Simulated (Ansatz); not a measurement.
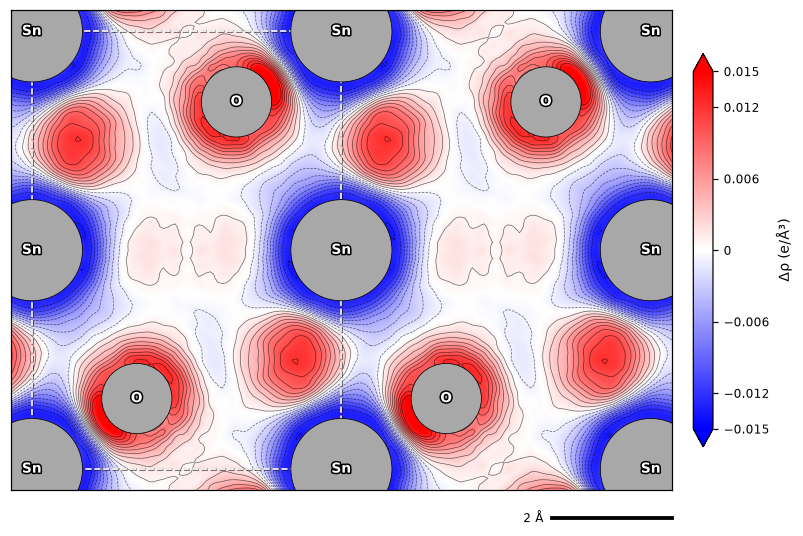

SnO$_{2}$. Difference of the valence pseudo-densities of two functionals at the same geometry, on the (011) plane of the calculation cell: one of REVPBE and r2SCAN less the other.

Space group Pa-3; a structure from a database of computed crystals, not necessarily the ambient phase.

Both computed with Ansatz (plane waves, PAW), on the same k-point mesh. Grey discs cover the atomic cores.

```yaml
crystal:
  lattice:
    - [5.17526, 0.00000, 0.00000]
    - [0.00000, 5.17526, 0.00000]
    - [0.00000, 0.00000, 5.17526]
  atoms:
    - { symbol: Sn, position: [0.00000, 0.00000, 0.00000] }
    - { symbol: Sn, position: [0.50000, 0.00000, 0.50000] }
    - { symbol: Sn, position: [0.50000, 0.50000, 0.00000] }
    - { symbol: Sn, position: [0.00000, 0.50000, 0.50000] }
    - { symbol: O, position: [0.66110, 0.83890, 0.16110] }
    - { symbol: O, position: [0.83890, 0.16110, 0.66110] }
    - { symbol: O, position: [0.16110, 0.66110, 0.83890] }
    - { symbol: O, position: [0.33890, 0.33890, 0.33890] }
    - { symbol: O, position: [0.66110, 0.66110, 0.66110] }
    - { symbol: O, position: [0.83890, 0.33890, 0.16110] }
    - { symbol: O, position: [0.16110, 0.83890, 0.33890] }
    - { symbol: O, position: [0.33890, 0.16110, 0.83890] }
```

Which was subtracted from which, and what does the map show?

Answer. It is r2SCAN less REVPBE. Against REVPBE, r2SCAN gives less density around Sn (−0.011 e/Å³ on average at 1.0 Å from the nucleus), more density around O (+0.011 e/Å³ on average at 0.7 Å from the nucleus) and a change of −0.005 e/Å³ at the midpoint of Sn–O.
